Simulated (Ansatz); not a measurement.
Cell and atoms:

```cif
data_structure
_symmetry_space_group_name_H-M 'P 63/m m c'
_symmetry_Int_Tables_number 194
_cell_length_a 2.7203
_cell_length_b 2.7203
_cell_length_c 8.8811
_cell_angle_alpha 90.000
_cell_angle_beta 90.000
_cell_angle_gamma 120.000
_cell_volume 56.92
loop_
_atom_site_label
_atom_site_type_symbol
_atom_site_symmetry_multiplicity
_atom_site_Wyckoff_symbol
_atom_site_fract_x
_atom_site_fract_y
_atom_site_fract_z
_atom_site_occupancy
Ir1 Ir 2 a 0.00000 0.00000 0.00000 1
Ir2 Ir 2 c 0.33333 0.66667 0.25000 1
```

**What crystal do these data define?**

The element is iridium. The symmetry is that of P6_3/mmc (No. 194), on a primitive hexagonal lattice. Prototype: double hexagonal close-packed (α-La type). The cell holds four atoms. The coordination shell of Ir holds twelve Ir at 2.72 Å. The bonds build a three-dimensional framework.

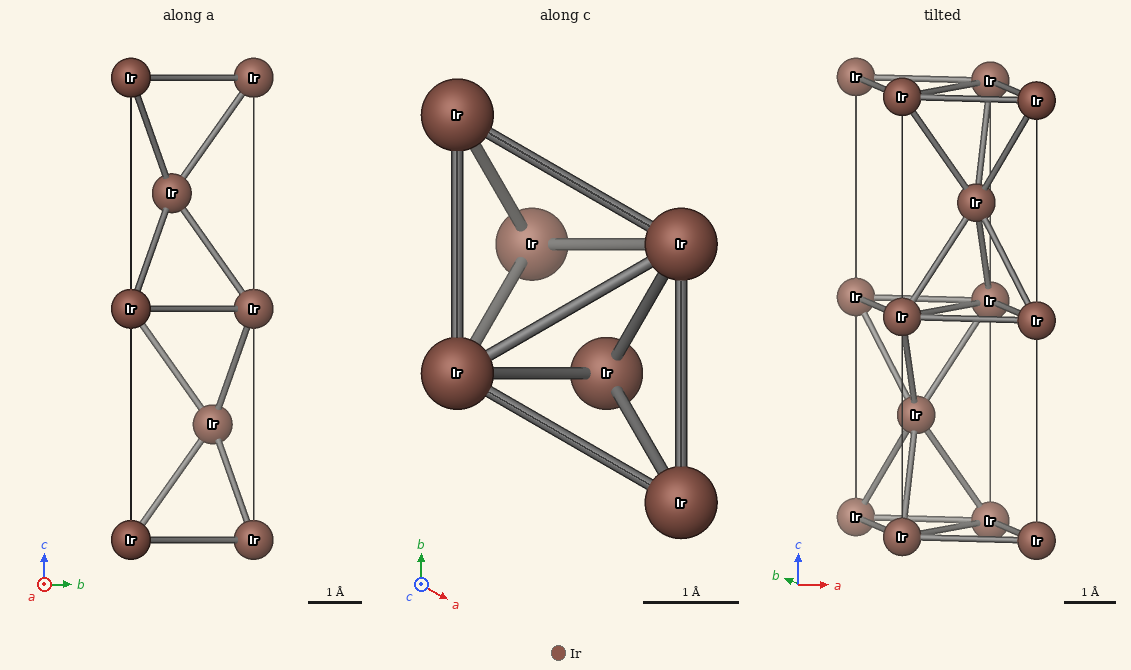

Shown here is a ball-and-stick view of the crystal, taken along the a axis, along the c axis and slightly off an axis. The wireframe shows the conventional unit cell.

Origin of the cell: a structure listed in the Materials Project, with elements exchanged, so it need not be a known form of the compound. This is the structure after a relaxation with DFT r2SCAN, scalar-relativistic, plane waves, PAW in Ansatz.
